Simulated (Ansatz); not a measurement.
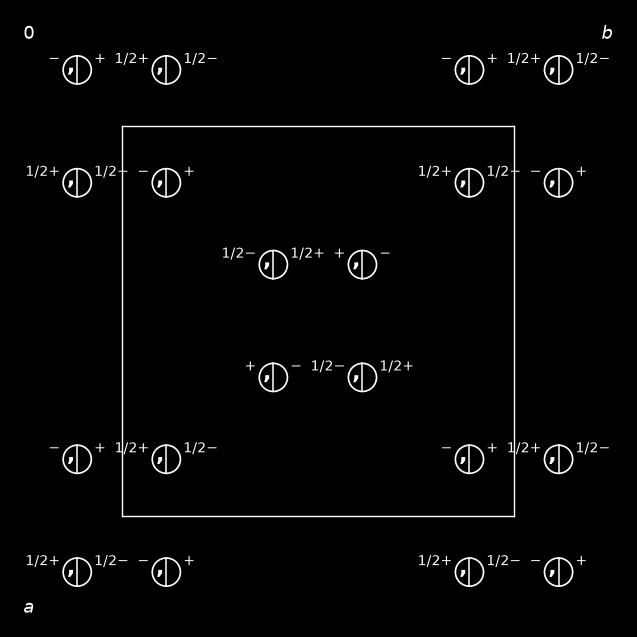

General positions of a space group, projected down c, computed from the operations of a computed or model structure of composition SiO2.

A circle is a general position, a comma marks the mirror image, + and − with a fraction give the height (along the projection axis: ½+ is ½ plus the coordinate, − is its negative), and a split circle stands for two positions above each other.

### Which space group is it?

Ibam, No. 72; body-centred orthorhombic, point group mmm, 16 general positions a cell.

### Write the general positions (in any order).

For each centring vector (0, 0, 0), (1/2, 1/2, 1/2):
x, y, z; −x, −y, −z; −x, −y, z; x, y, −z; x, −y, −z+1/2; −x, y, z+1/2; −x, y, −z+1/2; x, −y, z+1/2
